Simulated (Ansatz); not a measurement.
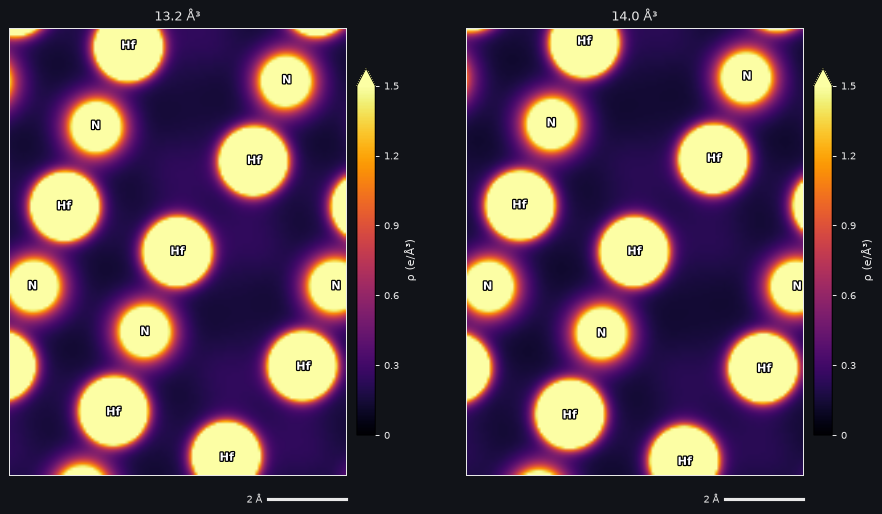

Hf3N2. The valence charge density (pseudo) of cells scaled evenly to different volumes (given per atom above each panel), on the (101̄) plane of each (indices in the axes of the cell below), at one length scale and on one colour scale.

A structure from a database of computed crystals, not necessarily the ambient phase.

Theory: DFT PBEsol, scalar-relativistic, plane waves, PAW in Ansatz 0.2.0.

In a PAW calculation such maps are meaningful between the atoms, not at the nuclei.

The largest cell:

```
Hf N
1.0
     3.22502    0.00000    0.00000
    -1.61251    0.93098    7.78425
     1.61251   -2.79295    0.00000
Hf N
3 2
Cartesian
  3.2250 -1.8620 2.6136
  0.0000 0.0000 5.1707
  0.0000 0.0000 0.0000
  1.6125 -0.9310 6.4931
  1.6125 -0.9310 1.2912
```

| volume (Å³/atom) | Hf–N contact in the plane (Å) | ρ at its midpoint (e/Å³) | pressure (GPa) | 
| --- | --- | --- | --- |
| 13.21 | 2.227 | 0.564 | 7.2 | 
| 13.61 | 2.247 | ? | ? | 
| 14.02 | 2.266 | 0.514 | −6.2 | 

Q: What values belong in the row with question marks?

A: Over the known rows ln ρ falls by 2.38 per Å of Hf–N distance (the line through the two), which gives 0.538 e/Å³ at 2.247 Å; the calculation gives 0.538 e/Å³. For the pressure, a straight line in volume between the neighbouring rows gives 0.6 GPa; the calculation gives 0.0, lower because pressure rises ever faster on compression.
